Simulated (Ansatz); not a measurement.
**TaSi₂: density, localisation and related maps**

```xyz
9
Lattice="4.6658 0.0000 0.0000 -2.3329 4.0407 0.0000 0.0000 0.0000 6.6154" Properties=species:S:1:pos:R:3 pbc="T T T"
Ta    2.3329    0.0000    0.0000
Ta    1.1664    2.0203    4.4103
Ta   -1.1664    2.0203    2.2051
Si    0.0000    1.2948    0.0000
Si    3.5445    0.6474    4.4103
Si    1.2116    3.3933    2.2051
Si    2.3329    2.7459    0.0000
Si   -1.2116    3.3933    4.4103
Si    1.1213    0.6474    2.2051
```

Space group P6₄22; changed on purpose from its base cell (biaxial strain in the a-b plane, c and atoms relaxed: -2.0 %); computed pressure about 6 GPa in this cell; computed without spin polarisation.

Method: DFT PBEsol, scalar-relativistic, plane waves, PAW (Ansatz 0.2.0).

The density is the valence pseudo-density of a PAW calculation; it isn't the true density close to the nuclei.

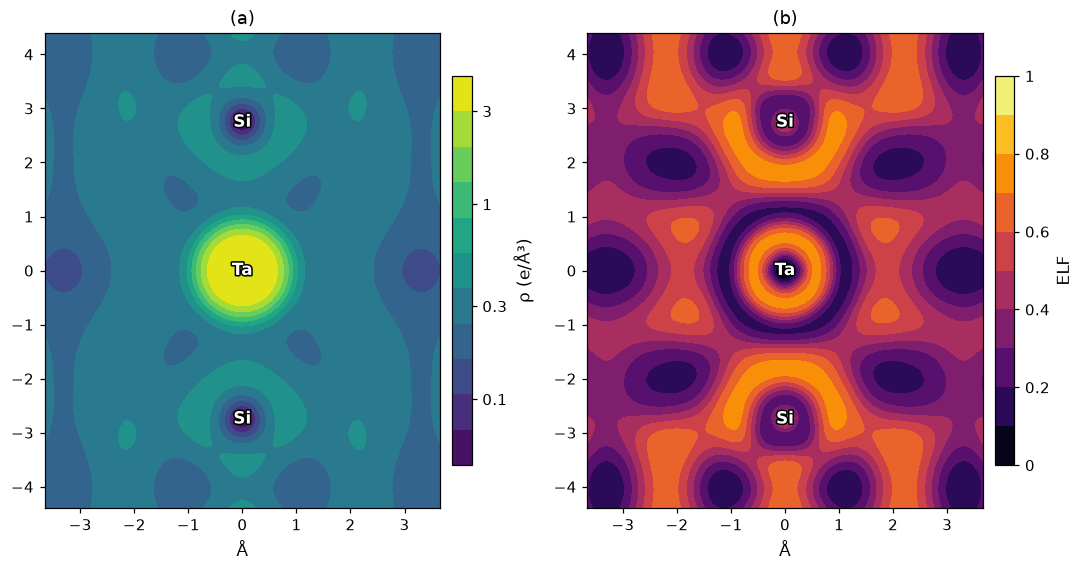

Figure 1. (a) valence pseudo-density; (b) electron localisation function on the (110) plane of the conventional cell.

Question: Read the bonding off the picture.

Answer: The plane passes through Ta and Si nuclei.
Ta–Si (2.75 Å): ρ is about 0.32 e/Å³ halfway; the ELF peaks at about 0.75 in the valence shell of Si, 0.9 Å from its nucleus, and is about 0.40 at the midpoint.
Between the atoms the lowest density in this plane is 0.14 e/Å³.
The features right at Ta lie inside the PAW spheres, where the map follows smoothed inner orbitals and isn't to be read closely.

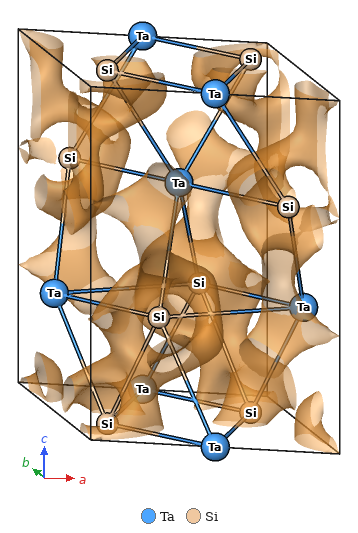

Figure 2. Isosurface of the ELF at 0.65 (orange), seen slightly off an axis. Only the valence region is drawn (cores and ρ < 0.01 e/Å³ removed). Sticks mark near contacts.

Question: Where are the electrons localised?

Answer: The surface consists of channels that run through the cell in one direction, counted in one cell of 9 atoms. Any copies at cell faces, edges or corners count once.


Si–Si (2.56 Å): the ELF peaks at about 0.75 between the atoms. Ta–Si (2.60 Å): the ELF peaks at about 0.75 in the valence shell of Si, 0.9 Å from its nucleus, and is about 0.40 at the midpoint.

Question: Does the calculation make it a metal, or give it a gap?

Answer: It is gapless in this calculation (a metal or semimetal).
